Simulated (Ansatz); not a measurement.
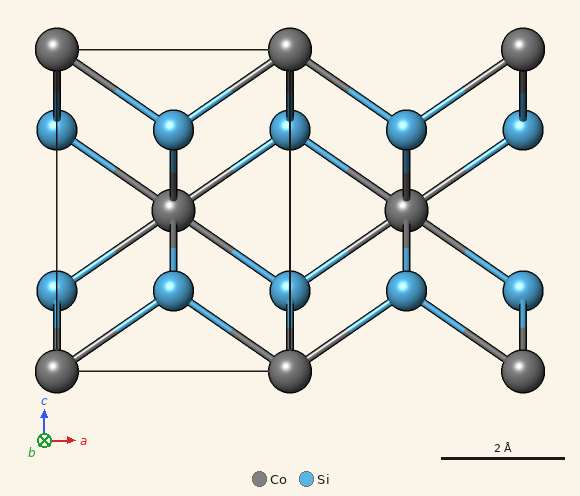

Crystalline CoSi2 (set up in I4/mmm), before the relaxation. A ball-and-stick model of the cell of the calculation, repeated 2 × 1 × 1 with one cell outlined, seen along the b axis.

Case: biaxial strain in the a-b plane of +1.5 %; c and atoms relaxed.

Level of theory: Ansatz 0.2.0, DFT PBEsol, scalar-relativistic, plane waves, PAW.

Input file:
```yaml
crystal:
  lattice:
    - [2.6960977706, 2.6960977706, 0.0]
    - [-2.6960977706, 2.6960977706, 0.0]
    - [0.0, 0.0, 5.2646953511]
  atoms:
    - { symbol: Co, position: [0.0, 0.0, 0.0] }
    - { symbol: Co, position: [0.5, 0.5, 0.5] }
    - { symbol: Si, position: [0.0, 0.5, 0.75] }
    - { symbol: Si, position: [0.5, 0.0, 0.75] }
    - { symbol: Si, position: [0.5, 0.0, 0.25] }
    - { symbol: Si, position: [0.0, 0.5, 0.25] }
basis:
  ecutwfc: 420
kpoints:
  mp_grid: { grid: [10, 10, 8] }
hamiltonian:
  xc: pbesol
scf:
  occupations: { method: gaussian, width: 0.1 }
output:
  forces: true
  stress: true
  eigenvalues: true
relax:
  adjacent_minimum: "off"
  f_tol: 0.008
  max_steps: 40
  cell: { stress_tol: 0.015, fix: [a, b, gamma] }
```

Run as
```bash
ansatz run input.yaml --threads 1 --pin off --max-ram 2560MiB --backend cpu --events-out ev --progress --plain --runs-dir out
```

### Predict the outcome.

The atoms keep their places relative to the cell (all moves are under 0.005 Å). The volume changes by −0.8 %, with a = b unchanged at 3.813 Å, c 5.265 → 5.224 Å (−0.8 %). Near-neighbour distances that change, for instance: Co1–Si3 2.317 → 2.311 Å. The space group stays I4/mmm (No. 139). After 3 accepted moves (4 points after the start) the energy has fallen by 3.8 meV per cell of the calculation. All forces vanish by symmetry, so only the cell relaxes. Pressure: −3.84 GPa at the start and −2.43 GPa at the end. The SCF was repeated once at an unchanged geometry on a basis and grid sized afresh for the cell, which shifted the energy by 0.3 meV per cell of the calculation at most. The run took 85 s on 1 thread of Arm Neoverse V1 (shared host), peak memory 0.47 GiB.
